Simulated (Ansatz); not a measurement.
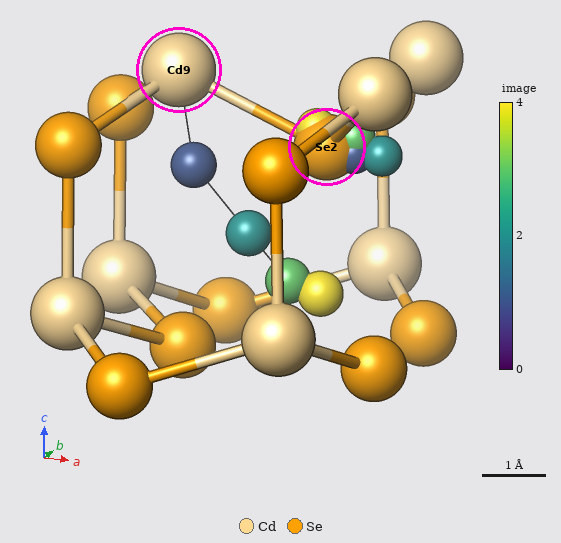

A search for the minimum-energy path of a defect cell of composition Cd₇Se₈ with a Cd vacancy (15 atoms in the cell) by the nudged elastic band. Images are numbered from 0 (start) to 4 (end). The start is drawn whole; smaller spheres mark the moving atoms (Se, Cd) in the later images, joined by lines and coloured by the number of the image. A ball-and-stick model of the atoms within 5.1 Å of the middle of the path, seen slightly off an axis. The atoms that move most are ringed. Bonds to atoms that aren't drawn are left out.

Theory: DFT, PAW plane waves, PBE (Ansatz). Run with plane-wave cutoff 420 eV; k-point mesh 2 × 2 × 2; cold smearing 0.15 eV; 3 movable images; climbing image; force threshold 0.05 eV/Å; iteration limit 40.

### What moves, how far, and at what cost in energy?

A Cd atom travels furthest, 4.21 Å from end to end, along [2 1 −3], on a path that bends up to 0.63 Å away from the straight line. At the highest image its nearest neighbour (Se) is 2.52 Å away, against 2.65 Å at the start, and the surrounding atoms stand up to 1.01 Å off the mean of their end positions. The two ends have the same energy, and the highest point, image 2, lies 0.74 eV above the start. The band converged in 15 iterations, with a climbing image at the top.

Limits of the set-up: the k-point mesh is coarse for a cell with partly filled bands; the periodic images lie only 7.1 Å apart, so the values are limited by the cell's size.

The run took 11 min on 4 threads of AMD EPYC 7R43 64-Core Processor (Zen 3), with other jobs on the host, peak memory 2.8 GiB.
